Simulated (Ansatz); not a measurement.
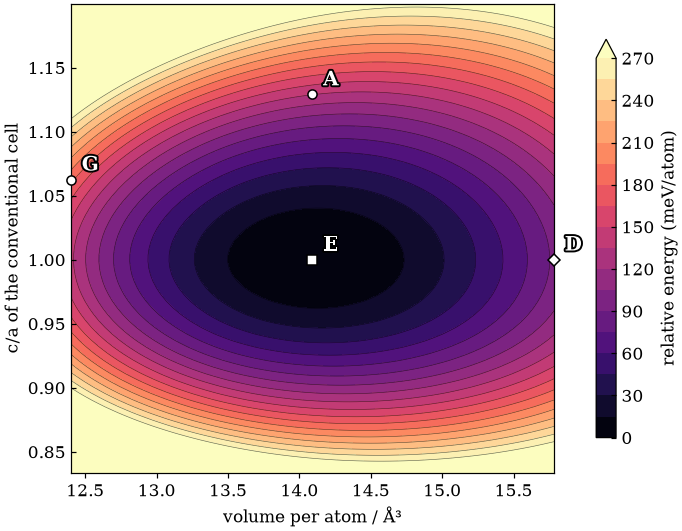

ZrB (Fm-3m, No. 225; 2 atoms in the cell). 
- The energy is mapped over volume and the cell's shape.
- The first coordinate is: volume per atom; the second: c/a of the conventional cell.
- Nothing is relaxed (symmetry fixes all fractional coordinates).
- The scan uses a 7 × 7 grid.
- Points are written as (first, second).
- All energies are given in meV/atom relative to the lowest grid point.
- Level of theory: Ansatz, DFT LDA, scalar-relativistic, plane waves, PAW. Settings: cutoff 520 eV, k-mesh 18×18×18, gaussian smearing 0.15 eV, no spin polarisation.

The picture shows filled contours, one colour for all values above the top of the scale, lettered points. Between grid points the surface is interpolated.

### What kind of point is each of A, E: minimum, saddle, maximum or slope?

A: on a slope; E: minimum. (In these two coordinates alone; a stationary point may lie a little off the grid point.)

### Which space group has the cell at each letter?

A: I4/mmm; D: Fm-3m; E: Fm-3m; G: I4/mmm.
